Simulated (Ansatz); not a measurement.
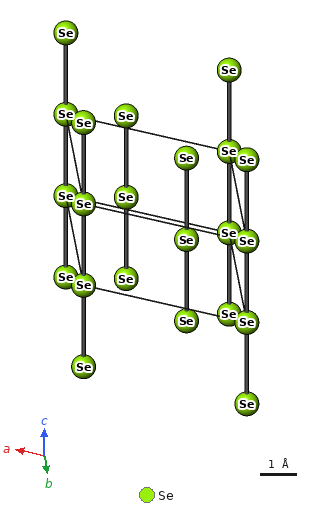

Starting structure of a crystal of Se (built on the omega_191 type). The picture is a ball-and-stick view of the cell of the calculation, seen from a free direction.

Case: omega type (P6/mmm, No. 191).

All numbers below come from DFT PBEsol, scalar-relativistic, plane waves, PAW in Ansatz 0.2.0.

The input:
```yaml
crystal:
  lattice:
    - [5.0647886413, 0.0, 0.0]
    - [-2.5323943207, 4.3862356282, 0.0]
    - [0.0, 0.0, 2.6595562034]
  atoms:
    - { symbol: Se, position: [0.0, 0.0, 0.0] }
    - { symbol: Se, position: [0.3333333333, 0.6666666667, 0.5] }
    - { symbol: Se, position: [0.6666666667, 0.3333333333, 0.5] }
basis:
  ecutwfc: 420
kpoints:
  mp_grid: { grid: [9, 9, 16] }
hamiltonian:
  xc: pbesol
scf:
  occupations: { method: gaussian, width: 0.1 }
output:
  forces: true
  stress: true
  eigenvalues: true
relax:
  adjacent_minimum: "off"
  f_tol: 0.01
  max_steps: 80
  cell: { stress_tol: 0.05 }
```

> Predict the outcome.

No atom moves by more than 0.005 Å relative to the cell. The drawn cell changes as follows: a = b 5.065 → 5.092 Å (+0.5 %), c 2.660 → 2.654 Å (−0.2 %); the volume changes by +0.9 %. Near-neighbour distances that change, for instance: Se1–Se1 2.660 → 2.654 Å. The space group stays P6/mmm (No. 191). After 3 accepted moves (5 points after the start) the energy has fallen by 0.6 meV per atom. All forces vanish by symmetry, so only the cell relaxes. The pressure goes from 0.58 to 0.00 GPa. The line search rejected the trial step at point 1 of the run. At 1 point the geometry stayed and the basis and grid were re-selected for the new cell (energy shift of less than 0.05 meV per atom at most each time).

The structure at the end:

```xyz
3
Lattice="5.0924 0.0000 0.0000 -2.5462 4.4102 0.0000 0.0000 0.0000 2.6544" Properties=species:S:1:pos:R:3 pbc="T T T"
Se    0.0000    0.0000    0.0000
Se    0.0000    2.9401    1.3272
Se    2.5462    1.4701    1.3272
```
